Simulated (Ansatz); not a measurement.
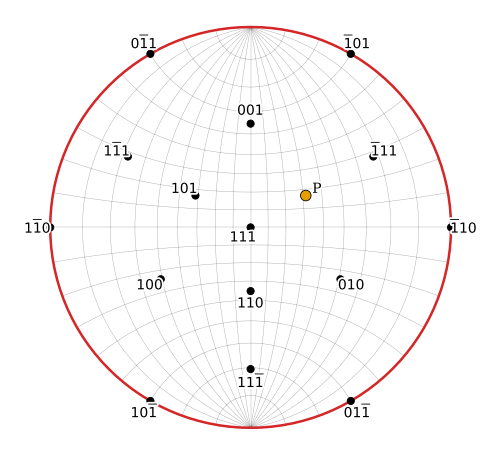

Stereographic projection of plane normals (upper hemisphere) centred on (1 1 1). Crystal: ZrO2, the end point of a relaxation with DFT, PBE, plane waves, PAW in Ansatz 0.2.0. Geometry calculated from the standardised cell; symmetry tolerance 0.002 Å.

a = 5.116 Å, b = 5.116 Å, c = 5.116 Å, α = 90.00°, β = 90.00°, γ = 90.00°.

Index the pole marked P.

Answer. P is (0 1 1), 35.3° from the centre.

Which zone does the coloured great circle trace?

Answer. The zone [1 1 1]: its poles satisfy h + k + l = 0.

What is the angle between the normals of (1 −1 0) and (1 1 0), and what are their d_hkl = 1/|g|?

Answer. 90.0°; d = 3.617 Å and 3.617 Å.
